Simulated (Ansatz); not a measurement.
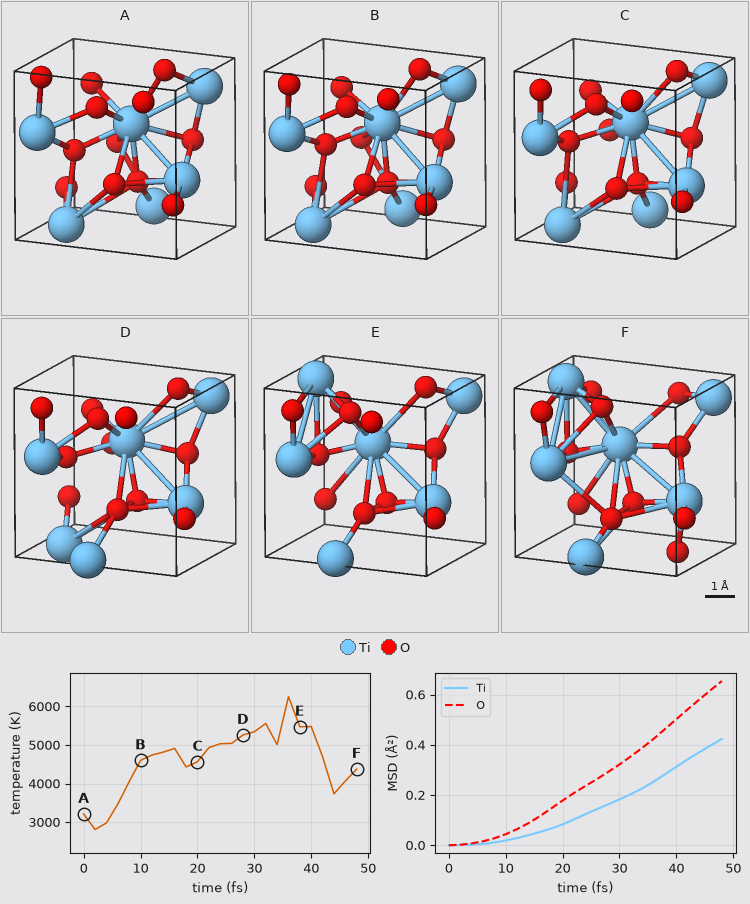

A Born-Oppenheimer molecular dynamics run of an amorphous cell of composition TiO2 (18 atoms in the cell), 48 fs long. Frames (A at 0 fs, B at 10 fs, C at 20 fs, D at 28 fs, E at 38 fs, F at 48 fs) and the history of the run. Style: ball-and-stick. Shown: the simulation cell, slightly off an axis. Atoms that leave the cell re-enter on the other side. Bonds to atoms that aren't drawn are left out.

The calculation used Ansatz, DFT PBE, scalar-relativistic, plane waves, PAW. Run with plane-wave cutoff 320 eV; k-point mesh 1 × 1 × 1; Fermi-Dirac smearing 0.293 eV; set temperature 3400 K; time step 2 fs.

The input:
```yaml
crystal:
  lattice:
    - [5.967823, -0.064688, -0.124811]
    - [-0.064688, 6.076315, -0.054889]
    - [-0.124811, -0.054889, 5.960406]
  atoms:
    - { symbol: Ti, position: [0.161602998, 0.4077085087, 0.0272994215] }
    - { symbol: Ti, position: [0.4972017006, 0.5989989408, 0.6256322541] }
    - { symbol: Ti, position: [0.8792638527, 0.8021227438, 0.8523001564] }
    - { symbol: Ti, position: [0.8493257044, 0.4922712407, 0.3523463449] }
    - { symbol: Ti, position: [0.0768118664, 0.1596308451, 0.6109197534] }
    - { symbol: Ti, position: [0.5046678754, 0.9510044796, 0.070719447] }
    - { symbol: O, position: [0.1947351531, 0.4622025606, 0.4604205312] }
    - { symbol: O, position: [0.5140627895, 0.262742316, 0.3335694433] }
    - { symbol: O, position: [0.1413785516, 0.0555549274, 0.9671195929] }
    - { symbol: O, position: [0.047358992, 0.7233070808, 0.1724149493] }
    - { symbol: O, position: [0.7780521575, 0.8690519519, 0.5109747764] }
    - { symbol: O, position: [0.3978809706, 0.2929003173, 0.7703410145] }
    - { symbol: O, position: [0.7477053857, 0.1274724758, 0.8743437016] }
    - { symbol: O, position: [0.9175738977, 0.1540585815, 0.2771309234] }
    - { symbol: O, position: [0.5133141746, 0.6614930374, 0.2733233919] }
    - { symbol: O, position: [0.2844829516, 0.940991968, 0.4289627763] }
    - { symbol: O, position: [0.2172295392, 0.6976336746, 0.8153559826] }
    - { symbol: O, position: [0.7400181207, 0.5075972593, 0.9894096139] }
  symmetry: { detect: false }
basis:
  ecutwfc: 320
  xc_grid: 1
kpoints:
  mp_grid: { grid: [1, 1, 1], shift: [0.0, 0.0, 0.0] }
hamiltonian:
  xc: pbe
scf:
  occupations: { method: fermi_dirac, width: 0.293 }
  lower_state_search: "off"
  convergence: { dr2_threshold: 1.0e-05 }
output:
  forces: true
  stress: true
md:
  timestep: 2.0
  n_steps: 24
  ensemble: nvt_langevin
  friction: 0.03
  temperature: 3400.0
  initial_velocities: maxwell_boltzmann
  seed: 37113
```

Command:
```bash
ansatz run input.yaml --threads 2 --pin off --max-ram 5120MiB --backend cpu --events-out ev --progress --plain --runs-dir out
```

Question: Describe the run.

Answer: In the second half of the run the atoms are, in the root-mean-square, this far from where they began (common drift taken out): O 0.66 Å, Ti 0.51 Å. That is already a fair part of the typical shortest distance between atoms in the first frame, about 2.1 Å and still growing, as in a liquid, though 48 fs is too short to measure diffusion. Bond changes: one O–O bond forms at about 28 fs. Over the second half the temperature averages 5024 K (spread ±648 K). That is above the set 3400 K, because the structure releases potential energy faster than the thermostat removes it. The potential energy is still drifting at the end, so the run hasn't reached equilibrium. The potential energy in the second half lies on average 456 meV per atom below the first frame. The mean pressure there is 18.6 GPa.

Limits of the set-up: the cutoff lies below the recommended one; the periodic images lie only 6.0 Å apart, so the values are limited by the cell's size.

The run took 6.1 s on 2 threads of AMD EPYC 9R45 96-Core Processor (Zen 5), with other jobs on the host, peak memory 0.37 GiB.
